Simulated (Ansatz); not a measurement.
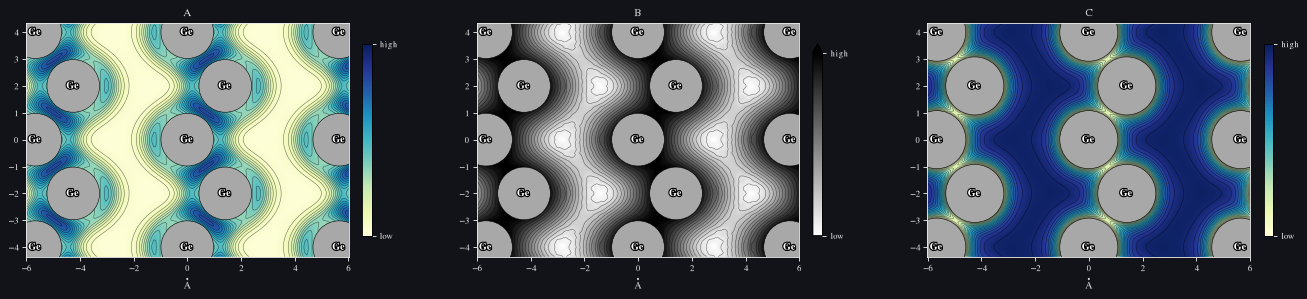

Ge: 3 fields on the (101) plane of the conventional cell, with unlabelled colour scales. Grey discs cover the atomic cores.

Space group Fd-3m.

Computed with Kohn-Sham DFT of a periodic cell, PBE0, Ansatz PAW (Ansatz).

Question: The panels show electron localisation function, electrostatic potential energy of an electron and valence pseudo-density in some order. Assign them.

Answer: Panel A: electron localisation function. Panel B: valence pseudo-density. Panel C: electrostatic potential energy of an electron (low next to the atoms, rising into the space between them). From the grid: Ge–Ge (2.45 Å): the density is about 0.53 e/Å³ at the midpoint; the ELF peaks at about 0.80 between the atoms; localised, covalent bonding.
